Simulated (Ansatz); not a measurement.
**CsPbBr3: density, localisation and related maps**

```cif
data_structure
_symmetry_space_group_name_H-M 'P 1'
_symmetry_Int_Tables_number 1
_cell_length_a 6.1635
_cell_length_b 6.1635
_cell_length_c 5.8700
_cell_angle_alpha 90.000
_cell_angle_beta 90.000
_cell_angle_gamma 90.000
_cell_volume 222.99
loop_
_atom_site_label
_atom_site_type_symbol
_atom_site_fract_x
_atom_site_fract_y
_atom_site_fract_z
_atom_site_occupancy
Cs1 Cs 0.00000 0.00000 0.00000 1
Pb1 Pb 0.50000 0.50000 0.50000 1
Br1 Br 0.00000 0.50000 0.50000 1
Br2 Br 0.50000 0.00000 0.50000 1
Br3 Br 0.50000 0.50000 0.00000 1
```

Space group P4/mmm; changed on purpose from its base cell (strain +0.050 along x and y, +0.000 along z, atoms carried along).

Level of theory: DFT PBE, scalar-relativistic, plane waves, PAW (Ansatz 0.2.0).

In a PAW calculation such maps are meaningful between the atoms, not at the nuclei.

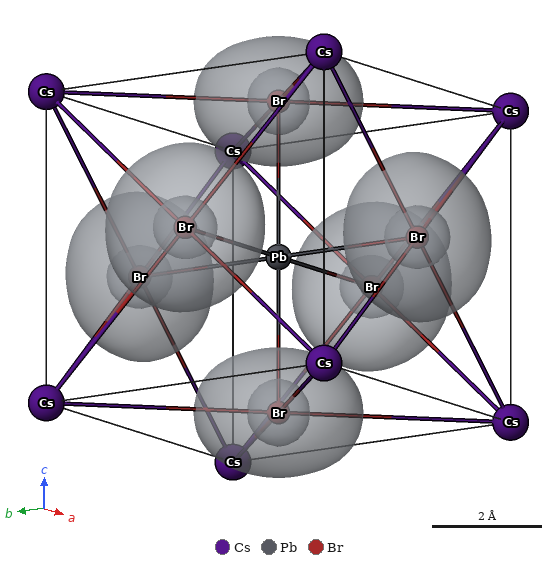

Figure 1. Isosurface of the ELF at 0.65 (grey), seen at an oblique angle. Core shells and regions of very low density are left out. Sticks mark near contacts.

> Identify the bonds, lone pairs and shells in this picture.

The ELF exceeds this value in three regions wrapped around Br (the valence shell of each), counted in one cell of 5 atoms. Regions shared between cells count once. Profiles from the grid: Pb–Br (2.94 Å): the ELF is about 0.25 at the midpoint. Cs–Br (4.26 Å): the ELF is about 0 at the midpoint (an ionic contact with no shared pair).

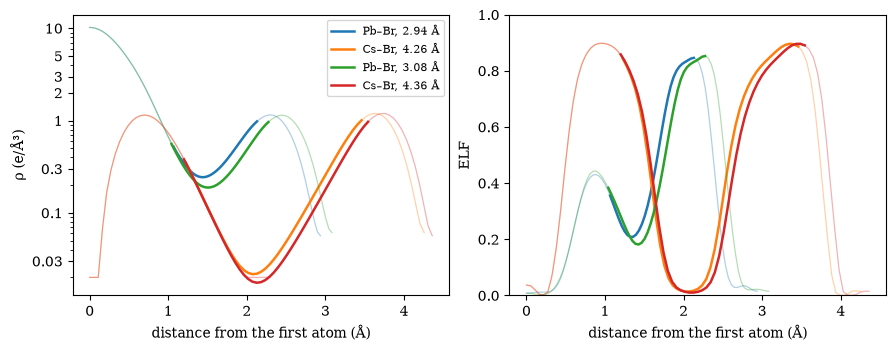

Figure 2. Valence electron density and electron localisation function along straight lines between neighbouring atoms. Thin, pale parts lie inside the atomic spheres.

> What can be read from the curves?

Pb–Br (2.94 Å): ρ at the midpoint is about 0.24 e/Å³; the ELF is about 0.25 at the midpoint.
Cs–Br (4.26 Å): ρ at the midpoint is about 0.02 e/Å³; the ELF is about 0 at the midpoint (a closed-shell, largely ionic contact).
Pb–Br (3.08 Å): ρ is about 0.19 e/Å³ halfway; the ELF is about 0.20 at the midpoint.
Cs–Br (4.36 Å): ρ is about 0.02 e/Å³ halfway; the ELF is about 0 at the midpoint; an ionic contact with no shared pair.

> Does the calculation give a band gap?

It is gapped, with a Kohn–Sham gap of 1.8 eV on the k-point mesh (the band edges may lie off the mesh, which would make the gap smaller).
